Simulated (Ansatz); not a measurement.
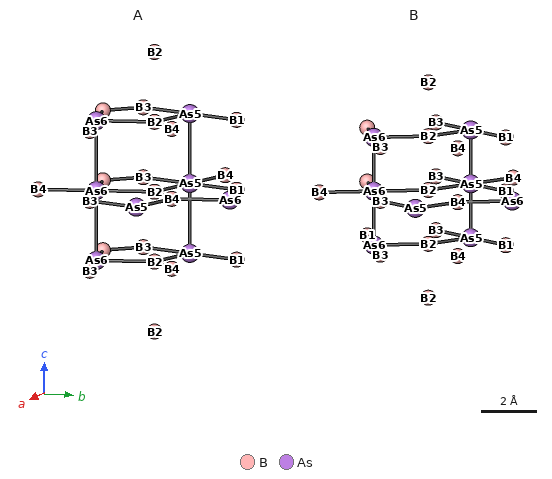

Two geometries of solid B₂As (a generated structure, set up in P4/mbm) (coarse preliminary run), drawn at one scale. One is the start of a relaxation, the other its converged end. Style: ball-and-stick. Shown: the atoms within 4.2 Å of the atom that moves most (axes of the cell of the calculation), slightly off an axis.

Computed with DFT PBE, scalar-relativistic, plane waves, PAW (Ansatz 0.2.0). Settings: plane-wave cutoff 420 eV; k-point mesh 4 × 4 × 8; occupations gaussian; smearing width 0.1 eV; no spin polarisation; cell and atoms relaxed; force threshold 0.04 eV/Å; at most 70 steps.

Q: Which geometry has the lower energy?

A: Structure A is the relaxed one. The largest moves relative to the cell, 0.52 Å, are those of B1, B2, B3 and B4. B2 goes along [1 1 0]. As stays in place. The drawn cell changes as follows: a = b 5.495 → 5.300 Å (−3.5 %), c 2.015 → 2.615 Å (+29.8 %); the volume changes by +20.8 %. Near-neighbour distances that change, for instance: B1–B3 2.748 → 1.615 Å, As5–As5 2.015 → 2.615 Å, B1–B1 2.015 → 2.615 Å, B1–As5 2.024 → 2.156 Å. New bonds form: B1–B3 (2.75 → 1.61 Å), B2–B4 (2.75 → 1.61 Å). Among the angles between lasting bonds that change: As5–B2–As6 147.4° → 120.7°. The space group stays P4/mbm (No. 127). The energy falls by 1184 meV per atom in 12 accepted moves (14 points after the start). Largest force component: 1.1 eV/Å at the start, 0.012 eV/Å at the end. Pressure: 53.14 GPa at the start and −0.17 GPa at the end. The SCF was repeated twice at an unchanged geometry on a basis and grid sized afresh for the cell, which shifted the energy by 22.1 meV per atom at most.

Limits of the set-up: the k-point mesh is coarse for a cell with partly filled bands.
